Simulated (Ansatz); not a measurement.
**Run report: AgO, geometry relaxation (part 1 of 2)**

AgO (2 atoms in the cell), computed with DFT LDA, scalar-relativistic, plane waves, PAW, no spin polarisation (Ansatz 0.2.0).

The structure derives from an entry of the Crystallography Open Database. It belongs to a series of runs on one base structure; here: elastic constants, atoms relaxed. Figures and captions count atoms from 1; the log counts them from 0 in places.

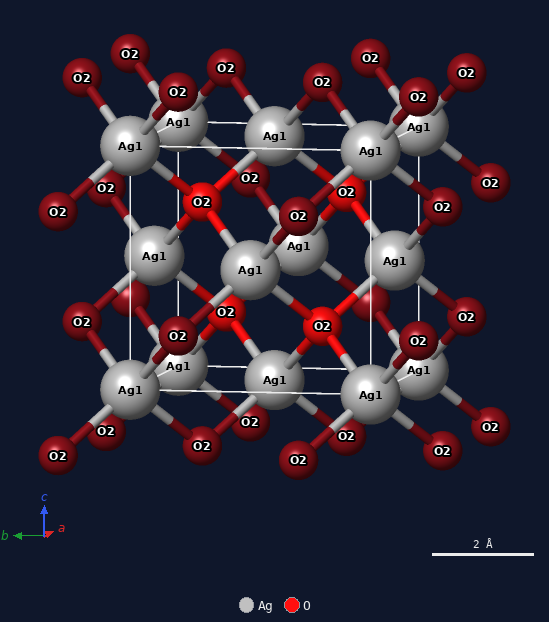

Figure 1. The structure as given in the input (ball-and-stick view of the cell 4 times as large as that of the calculation, set on its symmetry axes, seen at an oblique angle; neighbours outside the cell are drawn fainter; atoms are numbered from 1 in the order of the input). An atom can appear more than once, as a periodic image.

Summary

```csv
quantity,value
outcome,converged
space group (tolerance 0.01 Å),F-43m (216) → R3m (160)
electrons treated,25
free energy,−8010.4157 eV
Fermi energy,10.350 eV
gap on the k-point mesh,none (metallic)
pressure,2.00 GPa
final volume,28.75 Å³
bulk modulus (Hill),133.2 GPa
shear modulus (Hill),−7.1 GPa
largest force (length of the vector) at the end,under 0.001 eV/Å
final cell,"a = 3.438 Å, b = 3.438 Å, c = 3.438 Å, α = 60.00°, β = 60.00°, γ = 60.00°"
elastic stability,unstable
hardware,"1 thread of Arm Neoverse V1, 24 GiB of memory available, shared host"
wall time,6.9 min
peak memory,0.62 GiB
```

Notes

Results for this metal are sensitive to the k-point mesh. The cell holds an odd number of electrons but the run has no spin polarisation, so a band is left half filled.

Input file
```yaml
crystal:
  lattice:
    - [0.0, 2.4313820312, 2.4313820312]
    - [2.4313820312, 0.0, 2.4313820312]
    - [2.4313820312, 2.4313820312, 0.0]
  atoms:
    - { symbol: Ag, position: [0.0, 0.0, 0.0] }
    - { symbol: O, position: [0.75, 0.75, 0.75] }
basis:
  ecutwfc: 420
kpoints:
  mp_grid: { grid: [16, 16, 16] }
hamiltonian:
  xc: lda
scf:
  occupations: { method: fermi_dirac, width: 0.15 }
output:
  forces: true
  stress: true
  eigenvalues: true
elastic:
  mode: relaxed_ion
  amplitude: 0.005
```

Command:
```bash
ansatz run input.yaml --threads 1 --pin off --max-ram 3072MiB --backend cpu --events-out ev --progress --plain --runs-dir out
```

Output
```
band count auto-derived: 18 (N_el = 25.0; filled up to band 13; 17 by the electrons, moments and atoms)
Engine: ansatz 0.2.0, aarch64-unknown-linux-gnu
Pseudopotentials: kind: paw
Pseudopotential: Ag, paw, valence charge 19, recommended cutoff 420 eV (normal), Ag.paw.azcp
Pseudopotential: O, paw, valence charge 6, recommended cutoff 420 eV (normal), O.paw.azcp
Functional definition: SPW92
  exchange = slater_x
  correlation = pw_c
Crystal: 2 atoms, lattice volume = 28.747 Å³
Basis set: ecut = 420 eV, 537 PW (Γ)
Bands: 18, of which v1, the nominal top of the filled ones, is band 13 counted from 1 (12 counted from 0)
Symmetry: 24 space group operations
Space group: F-43m (ITA 216), of the structure as read, at distance tolerance 3.1e-5 Å
k-points: 145 of 4096 (time reversal used)
Non-local potential: Ag, projectors of the file, l = 0: 3, l = 1: 2, l = 2: 2, l = 3: 1
Non-local potential: O, projectors of the file, l = 0: 2, l = 1: 2, l = 2: 1
PAW form: soft (Blöchl's): semilocal exchange-correlation on the pseudo side does not see the compensation charge
PAW frozen core: Ag, regenerated for the run's functional, and the local potential with it (the file was generated under x = pbe(κ = 0.804, μ = 0.2195149727645171), c = pbe(β = 0.06672455060314922))
PAW frozen core: O, regenerated for the run's functional, and the local potential with it (the file was generated under x = pbe(κ = 0.804, μ = 0.2195149727645171), c = pbe(β = 0.06672455060314922))
PAW one-centre angular grid: Ag, 590 points (default); XC on 64 Gauss nodes
PAW one-centre angular grid: O, 110 points (default); XC on 64 Gauss nodes
Initial density: superposition of atomic densities (neutral atoms: chi_scale 0, normalization atom), corrected by the library's trained network
Initial wavefunctions: pseudopotential atomic-orbital guess
Functional: x = slater, c = lda
SCF iter   1: F=—  HF=-8010.438651 eV  |F-HF|=—  |Δ(HF+E_count)|=         —  Δρ=1.77e-2  dr2=8.14e-2  ethr=1.77e-3  ⟨swp⟩=4.9  Hψ=11164  notcnv=0
preconditioner: auto → LDOS  [metal: Δε(μ)=0.018 eV  Ē_g=14.993 eV  σ=0.150 eV  W_gap=0.03  n_scr=14 (ndim 8)  ℏωp=28.6 eV  f_vac=0.073  D(μ)=1.97/eV (n_scr^D=14)  β→1.0]
SCF iter   2: F=—  HF=-8010.425765 eV  |F-HF|=—  |Δ(HF+E_count)|=   1.29e-2  Δρ=1.29e-2  dr2=3.07e-2  ethr=3.26e-4  ⟨swp⟩=2.1  Hψ=5636  notcnv=0  defer=91
SCF iter   3: F=—  HF=-8010.416174 eV  |F-HF|=—  |Δ(HF+E_count)|=   9.59e-3  Δρ=2.57e-3  dr2=2.01e-3  ethr=1.23e-4  ⟨swp⟩=2.5  Hψ=4296  notcnv=0  defer=91
SCF iter   4: F=—  HF=-8010.415861 eV  |F-HF|=—  |Δ(HF+E_count)|=   3.13e-4  Δρ=1.26e-3  dr2=5.45e-4  ethr=8.04e-6  ⟨swp⟩=1.0  Hψ=2528  notcnv=0  defer=91
SCF iter   5: F=—  HF=-8010.415752 eV  |F-HF|=—  |Δ(HF+E_count)|=   1.09e-4  Δρ=1.59e-4  dr2=1.03e-5  ethr=2.18e-6  ⟨swp⟩=1.5  Hψ=2844  notcnv=0  defer=91
SCF iter   6: F=—  HF=-8010.415752 eV  |F-HF|=—  |Δ(HF+E_count)|=   5.54e-7  Δρ=3.11e-5  dr2=2.06e-7  ethr=4.14e-8  ⟨swp⟩=2.2  Hψ=3329  notcnv=0  defer=91
SCF iter   7: F=—  HF=-8010.415748 eV  |F-HF|=—  |Δ(HF+E_count)|=   3.58e-6  Δρ=1.87e-6  dr2=5.82e-10  ethr=8.25e-10  ⟨swp⟩=2.8  Hψ=4025  notcnv=0  defer=91
SCF iter   8: F=—  HF=-8010.415748 eV  |F-HF|=—  |Δ(HF+E_count)|=  7.19e-11  Δρ=2.31e-7  dr2=1.33e-11  ethr=2.33e-12  ⟨swp⟩=2.5  Hψ=4294  notcnv=0  defer=91
SCF iter   9: F=-8010.415748 eV  HF=-8010.415748 eV  |F-HF|=1.82e-12  |Δ(HF+E_count)|=  9.09e-13  Δρ=1.87e-8  dr2=6.17e-14  ethr=1.00e-12  ⟨swp⟩=5.6  Hψ=11428  notcnv=0
SCF 1 converged in 9 iterations: F = -8010.415748 eV  dr2 = 6.17e-14
  greatest PAW one-centre occupation: 1.002 electrons in one spin orbital (limit 2), on the Ag atom at site 0 (counted from 0), in its partial waves of l = 0
Crystal: 2 atoms, lattice volume = 28.459 Å³
Symmetry: 8 space group operations
k-points: 349 of 4096 (time reversal used)
Initial density: handed on by an earlier stage of this run
Initial wavefunctions: those handed on with the density
iter 1 solved again at ethr=1.31e-6 eV; its pass at ethr=3.10e-3 eV (dr2=3.26e-4 eV) is discarded
SCF iter   1: F=—  HF=-8010.411178 eV  |F-HF|=—  |Δ(HF+E_count)|=         —  Δρ=1.21e-3  dr2=3.32e-4  ethr=1.31e-6  ⟨swp⟩=1.6  Hψ=35552  notcnv=0
preconditioner: auto → LDOS  [metal: Δε(μ)=0.014 eV  Ē_g=15.193 eV  σ=0.150 eV  W_gap=0.02  n_scr=14 (ndim 8)  ℏωp=28.7 eV  f_vac=0.055  D(μ)=2.00/eV (n_scr^D=14)  β→1.0]
SCF iter   2: F=—  HF=-8010.411135 eV  |F-HF|=—  |Δ(HF+E_count)|=   4.29e-5  Δρ=5.51e-4  dr2=9.93e-5  ethr=1.31e-6  ⟨swp⟩=1.0  Hψ=6041  notcnv=0
SCF iter   3: F=—  HF=-8010.411119 eV  |F-HF|=—  |Δ(HF+E_count)|=   1.59e-5  Δρ=3.74e-4  dr2=3.67e-5  ethr=3.97e-7  ⟨swp⟩=2.5  Hψ=10229  notcnv=0
SCF iter   4: F=—  HF=-8010.411112 eV  |F-HF|=—  |Δ(HF+E_count)|=   6.97e-6  Δρ=1.30e-4  dr2=4.15e-6  ethr=1.47e-7  ⟨swp⟩=2.1  Hψ=9060  notcnv=0
SCF iter   5: F=—  HF=-8010.411110 eV  |F-HF|=—  |Δ(HF+E_count)|=   1.74e-6  Δρ=2.11e-5  dr2=7.56e-8  ethr=1.66e-8  ⟨swp⟩=2.8  Hψ=10499  notcnv=0
SCF iter   6: F=—  HF=-8010.411106 eV  |F-HF|=—  |Δ(HF+E_count)|=   4.76e-6  Δρ=2.08e-6  dr2=9.21e-10  ethr=3.02e-10  ⟨swp⟩=2.1  Hψ=10624  notcnv=0
SCF iter   7: F=—  HF=-8010.411106 eV  |F-HF|=—  |Δ(HF+E_count)|=  1.47e-10  Δρ=3.21e-7  dr2=1.34e-11  ethr=3.69e-12  ⟨swp⟩=2.2  Hψ=10164  notcnv=0
SCF iter   8: F=—  HF=-8010.411106 eV  |F-HF|=—  |Δ(HF+E_count)|=  1.82e-12  Δρ=3.11e-8  dr2=2.23e-13  ethr=5.34e-14 (applied; sched 1.00e-12)  ⟨swp⟩=2.0  Hψ=9104  notcnv=0  defer=239
SCF iter   9: F=-8010.411106 eV  HF=-8010.411106 eV  |F-HF|=0.00e0  |Δ(HF+E_count)|=  9.09e-13  Δρ=2.36e-9  dr2=1.36e-15  ethr=1.00e-12  ⟨swp⟩=3.2  Hψ=16764  notcnv=0
SCF 2 converged in 9 iterations: F = -8010.411106 eV  dr2 = 1.36e-15
[... from here on the iterations of each SCF are left out, up to the last one ...]
Crystal: 2 atoms, lattice volume = 29.034 Å³
preconditioner: auto → LDOS  [metal: Δε(μ)=0.010 eV  Ē_g=15.024 eV  σ=0.150 eV  W_gap=0.02  n_scr=14 (ndim 8)  ℏωp=28.4 eV  f_vac=0.064  D(μ)=2.03/eV (n_scr^D=14)  β→1.0]
SCF 3 converged in 7 iterations: F = -8010.418278 eV  dr2 = 6.91e-14
Crystal: 2 atoms, lattice volume = 28.891 Å³
preconditioner: auto → LDOS  [metal: Δε(μ)=0.015 eV  Ē_g=15.064 eV  σ=0.150 eV  W_gap=0.03  n_scr=14 (ndim 8)  ℏωp=28.5 eV  f_vac=0.061  D(μ)=2.02/eV (n_scr^D=14)  β→1.0]
SCF 4 converged in 5 iterations: F = -8010.417295 eV  dr2 = 9.01e-15
Crystal: 2 atoms, lattice volume = 28.603 Å³
preconditioner: auto → LDOS  [metal: Δε(μ)=0.019 eV  Ē_g=15.151 eV  σ=0.150 eV  W_gap=0.03  n_scr=14 (ndim 8)  ℏωp=28.6 eV  f_vac=0.058  D(μ)=2.00/eV (n_scr^D=14)  β→1.0]
SCF 5 converged in 6 iterations: F = -8010.413721 eV  dr2 = 4.33e-14
Crystal: 2 atoms, lattice volume = 28.746 Å³
Symmetry: 4 space group operations
k-points: 621 of 4096 (time reversal used)
Initial wavefunctions: pseudopotential atomic-orbital guess (no wavefunctions were taken with the density)
preconditioner: auto → LDOS  [metal: Δε(μ)=0.004 eV  Ē_g=15.112 eV  σ=0.150 eV  W_gap=0.01  n_scr=14 (ndim 8)  ℏωp=28.6 eV  f_vac=0.058  D(μ)=2.01/eV (n_scr^D=14)  β→1.0]
SCF 6 converged in 11 iterations: F = -8010.415259 eV  dr2 = 1.92e-14
relax step   1: F+E_penalty+E_count = -8010.41525900 eV  Δ(F+E_penalty+E_count) = +0.000e0 eV  max|allowed force component| = 6.467e-2 eV/Å  Δτ_max = 0.0000 Å  (11 SCF iters, accepted)
preconditioner: auto → LDOS  [metal: Δε(μ)=0.009 eV  Ē_g=15.106 eV  σ=0.150 eV  W_gap=0.02  n_scr=14 (ndim 8)  ℏωp=28.6 eV  f_vac=0.058  D(μ)=2.01/eV (n_scr^D=14)  β→1.0]
SCF 7 converged in 9 iterations: F = -8010.415440 eV  dr2 = 6.98e-15
relax step   2: F+E_penalty+E_count = -8010.41544038 eV  Δ(F+E_penalty+E_count) = -1.814e-4 eV  max|allowed force component| = 5.346e-2 eV/Å  Δτ_max = 0.0015 Å  (9 SCF iters, accepted)
preconditioner: auto → LDOS  [metal: Δε(μ)=0.014 eV  Ē_g=15.102 eV  σ=0.150 eV  W_gap=0.02  n_scr=14 (ndim 8)  ℏωp=28.6 eV  f_vac=0.059  D(μ)=2.01/eV (n_scr^D=14)  β→1.0]
SCF 8 converged in 10 iterations: F = -8010.415832 eV  dr2 = 2.17e-14
relax step   3: F+E_penalty+E_count = -8010.41583218 eV  Δ(F+E_penalty+E_count) = -3.918e-4 eV  max|allowed force component| = 4.779e-5 eV/Å  Δτ_max = 0.0073 Å  (10 SCF iters, accepted)
preconditioner: auto → LDOS  [metal: Δε(μ)=0.012 eV  Ē_g=15.102 eV  σ=0.150 eV  W_gap=0.02  n_scr=14 (ndim 8)  ℏωp=28.6 eV  f_vac=0.059  D(μ)=2.01/eV (n_scr^D=14)  β→1.0]
SCF 9 converged in 2 iterations: F = -8010.415832 eV  dr2 = 1.39e-14
preconditioner: auto → LDOS  [metal: Δε(μ)=0.005 eV  Ē_g=15.110 eV  σ=0.150 eV  W_gap=0.01  n_scr=14 (ndim 8)  ℏωp=28.6 eV  f_vac=0.058  D(μ)=2.01/eV (n_scr^D=14)  β→1.0]
SCF 10 converged in 11 iterations: F = -8010.415652 eV  dr2 = 2.41e-15
relax step   1: F+E_penalty+E_count = -8010.41565167 eV  Δ(F+E_penalty+E_count) = +0.000e0 eV  max|allowed force component| = 3.232e-2 eV/Å  Δτ_max = 0.0000 Å  (11 SCF iters, accepted)
preconditioner: auto → LDOS  [metal: Δε(μ)=0.006 eV  Ē_g=15.110 eV  σ=0.150 eV  W_gap=0.01  n_scr=14 (ndim 8)  ℏωp=28.6 eV  f_vac=0.059  D(μ)=2.01/eV (n_scr^D=14)  β→1.0]
SCF 11 converged in 9 iterations: F = -8010.415795 eV  dr2 = 4.52e-14
relax step   2: F+E_penalty+E_count = -8010.41579501 eV  Δ(F+E_penalty+E_count) = -1.433e-4 eV  max|allowed force component| = 2.780e-5 eV/Å  Δτ_max = 0.0044 Å  (9 SCF iters, accepted)
preconditioner: auto → LDOS  [metal: Δε(μ)=0.005 eV  Ē_g=15.110 eV  σ=0.150 eV  W_gap=0.01  n_scr=14 (ndim 8)  ℏωp=28.6 eV  f_vac=0.059  D(μ)=2.01/eV (n_scr^D=14)  β→1.0]
SCF 12 converged in 2 iterations: F = -8010.415795 eV  dr2 = 2.00e-14
SCF 13 converged in 11 iterations: F = -8010.415652 eV  dr2 = 2.43e-15
relax step   1: F+E_penalty+E_count = -8010.41565167 eV  Δ(F+E_penalty+E_count) = +0.000e0 eV  max|allowed force component| = 3.232e-2 eV/Å  Δτ_max = 0.0000 Å  (11 SCF iters, accepted)
SCF 14 converged in 9 iterations: F = -8010.415795 eV  dr2 = 4.52e-14
relax step   2: F+E_penalty+E_count = -8010.41579500 eV  Δ(F+E_penalty+E_count) = -1.433e-4 eV  max|allowed force component| = 5.141e-9 eV/Å  Δτ_max = 0.0044 Å  (9 SCF iters, accepted)
SCF 15 converged in 2 iterations: F = -8010.415795 eV  dr2 = 2.00e-14
SCF 16 converged in 11 iterations: F = -8010.415259 eV  dr2 = 1.88e-14
relax step   1: F+E_penalty+E_count = -8010.41525900 eV  Δ(F+E_penalty+E_count) = +0.000e0 eV  max|allowed force component| = 6.467e-2 eV/Å  Δτ_max = 0.0000 Å  (11 SCF iters, accepted)
preconditioner: auto → LDOS  [metal: Δε(μ)=0.013 eV  Ē_g=15.102 eV  σ=0.150 eV  W_gap=0.02  n_scr=14 (ndim 8)  ℏωp=28.6 eV  f_vac=0.059  D(μ)=2.01/eV (n_scr^D=14)  β→1.0]
SCF 17 converged in 10 iterations: F = -8010.415832 eV  dr2 = 3.98e-14
relax step   2: F+E_penalty+E_count = -8010.41583217 eV  Δ(F+E_penalty+E_count) = -5.732e-4 eV  max|allowed force component| = 6.573e-5 eV/Å  Δτ_max = 0.0089 Å  (10 SCF iters, accepted)
SCF 18 converged in 4 iterations: F = -8010.415832 eV  dr2 = 1.76e-14
relax step   3: F+E_penalty+E_count = -8010.41583217 eV  Δ(F+E_penalty+E_count) = -5.957e-10 eV  max|allowed force component| = 1.566e-8 eV/Å  Δτ_max = 0.0000 Å  (4 SCF iters, accepted)
iter 1 solved again at ethr=1.00e-12 eV; its pass at ethr=3.10e-3 eV (dr2=1.91e-14 eV) is discarded
SCF iter   1: F=—  HF=-8010.415832 eV  |F-HF|=—  |Δ(HF+E_count)|=         —  Δρ=1.01e-8  dr2=1.76e-14  ethr=1.00e-12  ⟨swp⟩=2.6  Hψ=59417  notcnv=0
SCF iter   2: F=-8010.415832 eV  HF=-8010.415832 eV  |F-HF|=2.73e-12  |Δ(HF+E_count)|=  9.09e-13  Δρ=6.24e-9  dr2=7.47e-15  ethr=1.00e-12  ⟨swp⟩=4.0  Hψ=33182  notcnv=0
SCF 19 converged in 2 iterations: F = -8010.415832 eV  dr2 = 7.47e-15
```

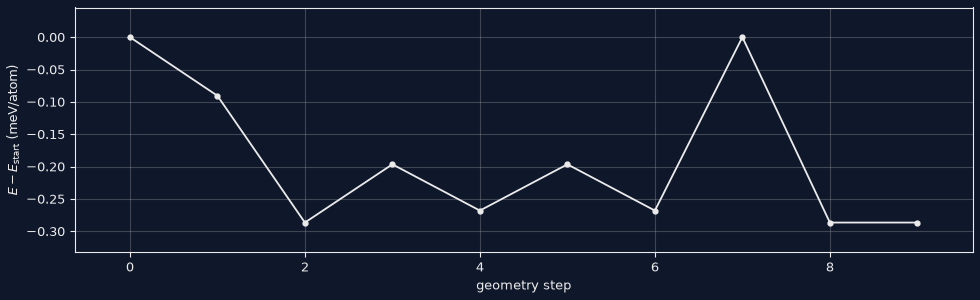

Figure 2. Progress of the relaxation, step by step (the first geometry is step 0 here and step 1 in the log).

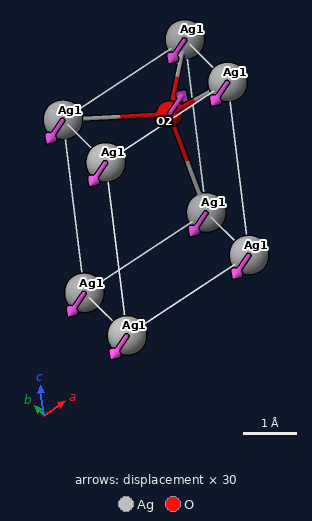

Figure 3. The starting structure with the displacements as pink arrows, magnified 30 times (ball-and-stick view of the cell of the calculation, seen slightly off an axis). The largest moves, 0.027 Å, are those of Ag1 and O2. By element the largest moves are Ag 0.027 Å, O 0.027 Å. The lattice vectors keep their values. Distances before and after: Ag1–O2 2.127 → 2.074 Å. The space group (tolerance 0.01 Å) goes from Cm (No. 8) to R3m (No. 160). Over 9 geometry steps the energy falls by 0.3 meV per atom. Largest force component: 0.065 eV/Å at the start, under 0.0001 eV/Å at the end. (Atoms are counted from 1 in the order of the input.)
